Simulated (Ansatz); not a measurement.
Run report: Si₁₆O, geometry relaxation (part 2 of 2)

The same run, continued: Si₁₆O (defect cell, 17 atoms in the cell); DFT PBE, scalar-relativistic, plane waves, PAW, no spin polarisation (Ansatz 0.2.0); cutoff 420 eV, 5×4×4 k-mesh, Gaussian smearing of 0.02 eV. The structure derives from a Materials Project entry. It belongs to a series of runs on one base structure; here: O interstitial, charge +0, atoms relaxed at the host's cell.

Geometry of the input (Å; fractional positions):
```
0.0000  0.0000  6.3650
7.7026  0.0000  0.0000
-3.8513  6.6706  0.0000
Si 0.0629  0.1667  0.3333
Si 0.0629  0.1667  0.8333
Si 0.0629  0.6667  0.3333
Si 0.0629  0.6667  0.8333
Si 0.5629  0.3333  0.1667
Si 0.5629  0.3333  0.6667
Si 0.5629  0.8333  0.1667
Si 0.5629  0.8333  0.6667
Si 0.4371  0.1667  0.3333
Si 0.4371  0.1667  0.8333
Si 0.4371  0.6667  0.3333
Si 0.4371  0.6667  0.8333
Si 0.9371  0.3333  0.1667
Si 0.9371  0.3333  0.6667
Si 0.9371  0.8333  0.1667
Si 0.9371  0.8333  0.6667
O  0.2500  0.0000  0.0000
```

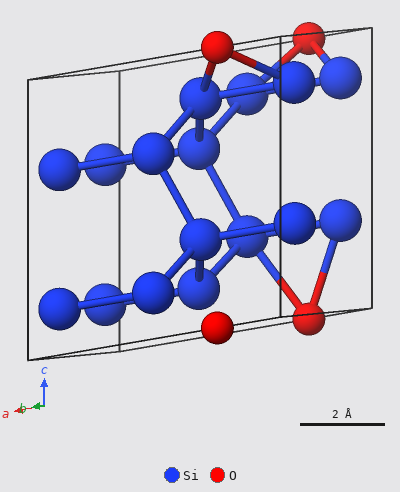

The geometry at step 2 of the log (ball-and-stick view of the cell of the calculation, seen at an oblique angle).

## Output, continued
```
SCF iter   1: F=—  HF=-10736.672016 eV  |F-HF|=—  |Δ(HF+E_count)|=         —  Δρ=5.45e-4  dr2=1.72e-3  ethr=2.07e-5  ⟨swp⟩=3.0  Hψ=1401  notcnv=0  defer=127
preconditioner: auto → Kerker (q_TF=auto, 2.110 Å⁻¹)  [metal: Δε(μ)=0.014 eV  Ē_g=8.047 eV  σ=0.020 eV  W_gap=0.38  n_scr=46 (ndim 8)  ℏωp=17.2 eV  f_vac=0.000  D(μ)=9.96/eV (n_scr^D=70)]
SCF iter   2: F=—  HF=-10736.671681 eV  |F-HF|=—  |Δ(HF+E_count)|=   3.35e-4  Δρ=3.04e-4  dr2=5.43e-4  ethr=2.46e-6  ⟨swp⟩=1.0  Hψ=720  notcnv=0  defer=127
SCF iter   3: F=—  HF=-10736.671571 eV  |F-HF|=—  |Δ(HF+E_count)|=   1.10e-4  Δρ=2.32e-5  dr2=2.12e-6  ethr=7.76e-7  ⟨swp⟩=2.0  Hψ=803  notcnv=0  defer=127
iter 4 did not close the SCF: its close was put off for the readings that it lacked (scf_convergence_deferred on its scf_iter line)
SCF iter   4: F=-10736.671571 eV  HF=-10736.671571 eV  |F-HF|=6.18e-8  |Δ(HF+E_count)|=   5.38e-7  Δρ=7.86e-6  dr2=3.67e-7  ethr=3.03e-9  ⟨swp⟩=2.0  Hψ=900  notcnv=0  defer=127
iter 5 did not close the SCF: its close was put off for the readings that it lacked (scf_convergence_deferred on its scf_iter line)
SCF iter   5: F=-10736.671571 eV  HF=-10736.671571 eV  |F-HF|=5.65e-9  |Δ(HF+E_count)|=   4.10e-8  Δρ=2.22e-6  dr2=4.02e-8  ethr=5.25e-10  ⟨swp⟩=2.4  Hψ=870  notcnv=0  defer=127
SCF iter   6: F=-10736.671571 eV  HF=-10736.671571 eV  |F-HF|=7.13e-10  |Δ(HF+E_count)|=   9.48e-9  Δρ=7.67e-7  dr2=5.31e-9  ethr=5.74e-11  ⟨swp⟩=12.9  Hψ=4481  notcnv=0
SCF 4 converged in 6 iterations: F = -10736.671571 eV  dr2 = 5.31e-9
relax step   4: F+E_penalty+E_count = -10736.67157140 eV  Δ(F+E_penalty+E_count) = -6.889e-3 eV  max|allowed force component| = 4.450e-2 eV/Å  Δτ_max = 0.0068 Å  (6 SCF iters, dr2 threshold 5.87e-6 eV, accepted)
SCF iter   1: F=—  HF=-10736.671917 eV  |F-HF|=—  |Δ(HF+E_count)|=         —  Δρ=1.49e-4  dr2=1.43e-4  ethr=1.84e-6  ⟨swp⟩=2.2  Hψ=1233  notcnv=0  defer=127
preconditioner: auto → Kerker (q_TF=auto, 2.110 Å⁻¹)  [metal: Δε(μ)=0.012 eV  Ē_g=8.048 eV  σ=0.020 eV  W_gap=0.33  n_scr=46 (ndim 8)  ℏωp=17.2 eV  f_vac=0.000  D(μ)=9.93/eV (n_scr^D=70)]
SCF iter   2: F=—  HF=-10736.671890 eV  |F-HF|=—  |Δ(HF+E_count)|=   2.69e-5  Δρ=8.26e-5  dr2=4.48e-5  ethr=2.04e-7  ⟨swp⟩=1.0  Hψ=720  notcnv=0  defer=127
SCF iter   3: F=—  HF=-10736.671811 eV  |F-HF|=—  |Δ(HF+E_count)|=   7.89e-5  Δρ=5.99e-6  dr2=1.07e-7  ethr=6.40e-8  ⟨swp⟩=2.0  Hψ=804  notcnv=0  defer=127
iter 4 did not close the SCF: its close was put off for the readings that it lacked (scf_convergence_deferred on its scf_iter line)
SCF iter   4: F=-10736.671811 eV  HF=-10736.671811 eV  |F-HF|=2.73e-9  |Δ(HF+E_count)|=   3.51e-8  Δρ=1.42e-6  dr2=1.37e-8  ethr=1.53e-10  ⟨swp⟩=2.2  Hψ=904  notcnv=0  defer=127
iter 5 did not close the SCF: its close was put off for the readings that it lacked (scf_convergence_deferred on its scf_iter line)
SCF iter   5: F=-10736.671811 eV  HF=-10736.671811 eV  |F-HF|=2.96e-10  |Δ(HF+E_count)|=   1.00e-9  Δρ=4.13e-7  dr2=1.75e-9  ethr=1.96e-11  ⟨swp⟩=2.1  Hψ=769  notcnv=0  defer=127
SCF iter   6: F=-10736.671811 eV  HF=-10736.671811 eV  |F-HF|=1.64e-11  |Δ(HF+E_count)|=  3.46e-10  Δρ=1.51e-7  dr2=1.80e-10  ethr=2.50e-12  ⟨swp⟩=10.4  Hψ=3982  notcnv=0
SCF 5 converged in 6 iterations: F = -10736.671811 eV  dr2 = 1.80e-10
relax step   5: F+E_penalty+E_count = -10736.67181136 eV  Δ(F+E_penalty+E_count) = -2.400e-4 eV  max|allowed force component| = 4.032e-3 eV/Å  Δτ_max = 0.0026 Å  (6 SCF iters, accepted)
SCF converged after 6 iterations
Free energy (F): -10736.671811 eV
Harris-Foulkes:  -10736.671811 eV  (|F-HF|=1.64e-11)
Internal energy: -10736.669829 eV  (E = F + TS)
E sigma→0 (E₀):  -10736.670820 eV
Entropy (-TS):   -0.001982 eV (-0.117 meV/atom)
Fermi energy:    5.895972 eV
--- Per-component energies (eV) ---
  E_band       = 67.730986
  E_kinetic    = 813.536004
  E_local      = -1031.492136  (includes V_loc(G=0)·N_el)
  E_nonlocal   = 462.060106
  E_hartree    = 367.770294
  E_xc         = -954.688397
  E_vxc        = -839.209968  (∫ρ·V_xc dr)
  E_paw        = -8360.058034  (= ΣΔE_a)
  E_vpaw       = -72.705924  (= ΣTr[D̂ρ^β])
  E_aug_tail   = 0.002411  (compensation charges beyond the density's cutoff)
  E_ewald      = -2033.800078
  E_smearing   = -0.001982  (= −TS)
  E_closure    = 0.000000  (closes the sum)
  Σ components = -10736.671811   (vs F -10736.671811, Δ=0.00e0)
--- Forces (eV/Å), atoms counted from 1 ---
  atom   1  Si    -0.00000000     0.00016996    -0.00403162
  atom   2  Si     0.00014719    -0.00008498    -0.00403162
  atom   3  Si    -0.00000000    -0.00000000     0.00330127
  atom   4  Si    -0.00014719    -0.00008498    -0.00403162
  atom   5  Si     0.00028249     0.00016309     0.00239834
  atom   6  Si     0.00000000     0.00000000     0.00344177
  atom   7  Si    -0.00028249     0.00016309     0.00239834
  atom   8  Si     0.00000000    -0.00032619     0.00239834
  atom   9  Si    -0.00000000     0.00016996     0.00403162
  atom  10  Si     0.00014719    -0.00008498     0.00403162
  atom  11  Si    -0.00000000    -0.00000000    -0.00330127
  atom  12  Si    -0.00014719    -0.00008498     0.00403162
  atom  13  Si     0.00028249     0.00016309    -0.00239834
  atom  14  Si     0.00000000     0.00000000    -0.00344177
  atom  15  Si    -0.00028249     0.00016309    -0.00239834
  atom  16  Si     0.00000000    -0.00032619    -0.00239834
  atom  17  O     -0.00000000    -0.00000000     0.00000000
  max |Σ_I F_I| component: 1.39e-17 eV/Å
--- Band table (eV; the first three rows and the last of 12) ---
  k-point 0: bands = ["-11.2377", "-5.4214", "-3.7162", "-3.7162", "-3.4387", "-3.3648", "-2.0056", "-2.0056", "-1.6664", "-1.1558", "-1.1558", "-0.9957", "-0.5628", "0.1730", "0.6105", "0.6105", "1.1367", "1.1367", "1.9191", "2.9016", "2.9016", "3.4035", "3.4035", "3.4343", "3.9055", "4.1931", "4.7531", "4.7531", "5.0705", "5.1037", "5.1037", "5.3772", "5.3772", "5.8867", "6.6049", "6.6049", "6.9771", "6.9771", "7.2702", "7.7179", "8.7217", "8.7217", "8.8283", "8.8508", "8.8508", "9.3248", "9.3248", "9.4043", "9.7437", "9.9825", "10.2533", "10.4459"]
  k-point 1: bands = ["-11.2370", "-5.2855", "-4.1074", "-3.7850", "-3.4878", "-3.2611", "-1.8632", "-1.8176", "-1.7209", "-1.2764", "-1.2444", "-1.1003", "-0.5562", "0.6435", "0.9014", "1.1709", "1.2560", "1.5348", "1.9756", "2.4939", "2.5197", "3.2736", "3.4406", "3.4560", "3.5754", "3.7641", "4.0320", "4.3896", "4.4099", "5.1471", "5.1620", "5.2340", "5.4497", "5.5047", "5.7409", "6.3029", "7.2498", "8.1035", "8.1169", "8.3567", "8.4034", "9.0077", "9.0426", "9.1469", "9.2893", "9.3322", "9.9414", "9.9817", "10.0279", "10.0308", "10.2260", "10.6808"]
  k-point 2: bands = ["-11.2363", "-5.0095", "-4.6165", "-3.8452", "-3.4910", "-2.8502", "-2.5705", "-1.6890", "-1.6235", "-1.3193", "-1.2161", "-0.7937", "-0.4625", "1.2272", "1.2415", "1.2829", "1.6016", "1.9265", "1.9639", "2.3159", "2.4908", "2.7879", "2.9967", "3.3122", "3.3875", "3.5402", "3.7260", "3.8061", "4.0666", "4.5610", "4.9453", "5.4324", "5.4522", "5.4826", "5.7293", "5.9122", "7.5344", "7.8492", "7.9739", "8.4882", "9.4053", "9.4691", "9.4812", "9.5829", "9.9705", "10.0688", "10.2908", "10.3304", "10.4333", "10.5680", "10.7001", "10.7191"]
  k-point 11: bands = ["-11.2335", "-4.5758", "-4.0988", "-3.9270", "-3.7801", "-3.3291", "-3.2269", "-2.7057", "-2.3282", "-0.9191", "-0.6082", "0.1814", "0.3006", "0.9219", "0.9861", "1.1670", "1.8729", "2.0388", "2.4324", "2.5397", "2.8829", "3.1083", "3.3445", "3.4920", "3.6856", "3.7115", "3.9693", "4.0143", "4.1710", "4.2840", "4.3681", "4.6521", "4.6852", "5.1725", "5.5610", "5.9730", "8.0618", "8.1422", "8.2196", "8.6612", "8.7854", "9.0080", "9.1529", "9.2522", "9.4056", "9.5793", "9.7089", "9.7880", "9.9484", "10.2779", "10.3942", "10.6177"]
--- Relaxed structure (5 steps of the walk, 5 accepted, 0 SCFs on fresh bases) ---
  F+E_penalty+E_count = -10736.67181136 eV   max|allowed force component| = 4.032e-3 eV/Å
  atoms:
    - { symbol: Si, position: [0.06721891183114764, 0.160164295670706, 0.32032859134141206] }
    - { symbol: Si, position: [0.06721891183114764, 0.160164295670706, 0.8398357043292941] }
    - { symbol: Si, position: [0.06547318551402433, 0.6666666666666669, 0.3333333333333334] }
    - { symbol: Si, position: [0.06721891183114764, 0.6796714086585882, 0.8398357043292942] }
    - { symbol: Si, position: [0.5665349926868811, 0.3390366818329603, 0.16951834091648016] }
    - { symbol: Si, position: [0.5674268263849226, 0.33333333333333337, 0.6666666666666669] }
    - { symbol: Si, position: [0.5665349926868811, 0.8304816590835199, 0.16951834091648016] }
    - { symbol: Si, position: [0.5665349926868811, 0.8304816590835198, 0.6609633181670397] }
    - { symbol: Si, position: [0.4327810881688524, 0.160164295670706, 0.32032859134141206] }
    - { symbol: Si, position: [0.4327810881688524, 0.160164295670706, 0.8398357043292941] }
    - { symbol: Si, position: [0.43452681448597574, 0.6666666666666669, 0.3333333333333334] }
    - { symbol: Si, position: [0.4327810881688524, 0.6796714086585882, 0.8398357043292942] }
    - { symbol: Si, position: [0.9334650073131192, 0.3390366818329603, 0.16951834091648016] }
    - { symbol: Si, position: [0.9325731736150775, 0.33333333333333337, 0.6666666666666669] }
    - { symbol: Si, position: [0.9334650073131192, 0.8304816590835199, 0.16951834091648016] }
    - { symbol: Si, position: [0.9334650073131192, 0.8304816590835198, 0.6609633181670397] }
    - { symbol: O, position: [0.25000000000000006, 4.6209450636253345e-20, 2.1798690512453763e-19] }
```

## Trajectory as extended XYZ (Å, eV, eV/Å), 5 frames, from step=1 to step=5
```
17
Lattice="0.0000 0.0000 6.3650 7.7026 0.0000 0.0000 -3.8513 6.6706 0.0000" Properties=species:S:1:pos:R:3:forces:R:3 step=1 energy=-10736.43193
Si    0.0000    2.2235    0.4006    0.0000  -0.5739   0.5272
Si   -1.9256    5.5588    0.4006   -0.4970   0.2870   0.5272
Si    3.8513    2.2235    0.4006    0.0000   0.0000   0.0429
Si    1.9256    5.5588    0.4006    0.4970   0.2870   0.5272
Si    1.9256    1.1118    3.5831    0.1613   0.0931   0.2239
Si    0.0000    4.4471    3.5831    0.0000   0.0000   0.7253
Si    5.7769    1.1118    3.5831   -0.1613   0.0931   0.2239
Si    3.8513    4.4471    3.5831    0.0000  -0.1862   0.2239
Si    0.0000    2.2235    2.7820    0.0000  -0.5739  -0.5272
Si   -1.9256    5.5588    2.7820   -0.4970   0.2870  -0.5272
Si    3.8513    2.2235    2.7820    0.0000   0.0000  -0.0429
Si    1.9256    5.5588    2.7820    0.4970   0.2870  -0.5272
Si    1.9256    1.1118    5.9645    0.1613   0.0931  -0.2239
Si    0.0000    4.4471    5.9645    0.0000   0.0000  -0.7253
Si    5.7769    1.1118    5.9645   -0.1613   0.0931  -0.2239
Si    3.8513    4.4471    5.9645    0.0000  -0.1862  -0.2239
O     0.0000    0.0000    1.5913    0.0000   0.0000   0.0000
17
Lattice="0.0000 0.0000 6.3650 7.7026 0.0000 0.0000 -3.8513 6.6706 0.0000" Properties=species:S:1:pos:R:3:forces:R:3 step=2 energy=-10736.59815
Si    0.0000    2.1879    0.4150    0.0000  -0.3185   0.2584
Si   -1.9565    5.5767    0.4150   -0.2758   0.1592   0.2584
Si    3.8513    2.2235    0.4059    0.0000   0.0000   0.0863
Si    1.9565    5.5767    0.4150    0.2758   0.1592   0.2584
Si    1.9406    1.1204    3.5931    0.0788   0.0455   0.1601
Si    0.0000    4.4471    3.5950    0.0000   0.0000   0.4371
Si    5.7619    1.1204    3.5931   -0.0788   0.0455   0.1601
Si    3.8513    4.4298    3.5931    0.0000  -0.0910   0.1601
Si    0.0000    2.1879    2.7675    0.0000  -0.3185  -0.2584
Si   -1.9565    5.5767    2.7675   -0.2758   0.1592  -0.2584
Si    3.8513    2.2235    2.7766    0.0000   0.0000  -0.0863
Si    1.9565    5.5767    2.7675    0.2758   0.1592  -0.2584
Si    1.9406    1.1204    5.9545    0.0788   0.0455  -0.1601
Si    0.0000    4.4471    5.9525    0.0000   0.0000  -0.4371
Si    5.7619    1.1204    5.9545   -0.0788   0.0455  -0.1601
Si    3.8513    4.4298    5.9545    0.0000  -0.0910  -0.1601
O     0.0000    0.0000    1.5913    0.0000   0.0000   0.0000
17
Lattice="0.0000 0.0000 6.3650 7.7026 0.0000 0.0000 -3.8513 6.6706 0.0000" Properties=species:S:1:pos:R:3:forces:R:3 step=3 energy=-10736.66468
Si    0.0000    2.1397    0.4246    0.0000  -0.0363   0.0411
Si   -1.9982    5.6007    0.4246   -0.0314   0.0182   0.0411
Si    3.8513    2.2235    0.4229    0.0000   0.0000  -0.1545
Si    1.9982    5.6007    0.4246    0.0314   0.0182   0.0411
Si    1.9591    1.1311    3.6136    0.0106   0.0061  -0.1830
Si    0.0000    4.4471    3.6207    0.0000   0.0000  -0.1724
Si    5.7435    1.1311    3.6136   -0.0106   0.0061  -0.1830
Si    3.8513    4.4085    3.6136    0.0000  -0.0123  -0.1830
Si    0.0000    2.1397    2.7580    0.0000  -0.0363  -0.0411
Si   -1.9982    5.6007    2.7580   -0.0314   0.0182  -0.0411
Si    3.8513    2.2235    2.7596    0.0000   0.0000   0.1545
Si    1.9982    5.6007    2.7580    0.0314   0.0182  -0.0411
Si    1.9591    1.1311    5.9339    0.0106   0.0061   0.1830
Si    0.0000    4.4471    5.9268    0.0000   0.0000   0.1724
Si    5.7435    1.1311    5.9339   -0.0106   0.0061   0.1830
Si    3.8513    4.4085    5.9339    0.0000  -0.0123   0.1830
O     0.0000    0.0000    1.5913    0.0000   0.0000   0.0000
17
Lattice="0.0000 0.0000 6.3650 7.7026 0.0000 0.0000 -3.8513 6.6706 0.0000" Properties=species:S:1:pos:R:3:forces:R:3 step=4 energy=-10736.67157
Si    0.0000    2.1375    0.4266    0.0000  -0.0051   0.0206
Si   -2.0001    5.6019    0.4266   -0.0044   0.0025   0.0206
Si    3.8513    2.2235    0.4179    0.0000   0.0000  -0.0219
Si    2.0001    5.6019    0.4266    0.0044   0.0025   0.0206
Si    1.9588    1.1309    3.6069    0.0009   0.0005  -0.0169
Si    0.0000    4.4471    3.6143    0.0000   0.0000  -0.0445
Si    5.7437    1.1309    3.6069   -0.0009   0.0005  -0.0169
Si    3.8513    4.4087    3.6069    0.0000  -0.0010  -0.0169
Si    0.0000    2.1375    2.7559    0.0000  -0.0051  -0.0206
Si   -2.0001    5.6019    2.7559   -0.0044   0.0025  -0.0206
Si    3.8513    2.2235    2.7646    0.0000   0.0000   0.0219
Si    2.0001    5.6019    2.7559    0.0044   0.0025  -0.0206
Si    1.9588    1.1309    5.9407    0.0009   0.0005   0.0169
Si    0.0000    4.4471    5.9332    0.0000   0.0000   0.0445
Si    5.7437    1.1309    5.9407   -0.0009   0.0005   0.0169
Si    3.8513    4.4087    5.9407    0.0000  -0.0010   0.0169
O     0.0000    0.0000    1.5913    0.0000   0.0000   0.0000
17
Lattice="0.0000 0.0000 6.3650 7.7026 0.0000 0.0000 -3.8513 6.6706 0.0000" Properties=species:S:1:pos:R:3:forces:R:3 step=5 energy=-10736.67181
Si    0.0000    2.1368    0.4279    0.0000   0.0002  -0.0040
Si   -2.0008    5.6022    0.4279    0.0001  -0.0001  -0.0040
Si    3.8513    2.2235    0.4167    0.0000   0.0000   0.0033
Si    2.0008    5.6022    0.4279   -0.0001  -0.0001  -0.0040
Si    1.9586    1.1308    3.6060    0.0003   0.0002   0.0024
Si    0.0000    4.4471    3.6117    0.0000   0.0000   0.0034
Si    5.7440    1.1308    3.6060   -0.0003   0.0002   0.0024
Si    3.8513    4.4090    3.6060    0.0000  -0.0003   0.0024
Si    0.0000    2.1368    2.7547    0.0000   0.0002   0.0040
Si   -2.0008    5.6022    2.7547    0.0001  -0.0001   0.0040
Si    3.8513    2.2235    2.7658    0.0000   0.0000  -0.0033
Si    2.0008    5.6022    2.7547   -0.0001  -0.0001   0.0040
Si    1.9586    1.1308    5.9415    0.0003   0.0002  -0.0024
Si    0.0000    4.4471    5.9358    0.0000   0.0000  -0.0034
Si    5.7440    1.1308    5.9415   -0.0003   0.0002  -0.0024
Si    3.8513    4.4090    5.9415    0.0000  -0.0003  -0.0024
O     0.0000    0.0000    1.5913    0.0000   0.0000   0.0000
```

## Summary

```json
{"quantity": "outcome", "value": "converged"}
{"quantity": "electrons treated", "value": "70"}
{"quantity": "free energy", "value": "−10736.6718 eV"}
{"quantity": "Fermi energy", "value": "5.896 eV"}
{"quantity": "gap on the k-point mesh", "value": "none (metallic)"}
{"quantity": "final volume", "value": "327.04 Å³"}
{"quantity": "largest force (length of the vector) at the end", "value": "0.004 eV/Å"}
{"quantity": "hardware", "value": "4 threads of Arm Neoverse V1, 24 GiB of memory available, shared host"}
{"quantity": "wall time", "value": "28 s (CPU time 1.7 min)"}
{"quantity": "peak memory", "value": "0.74 GiB"}
```
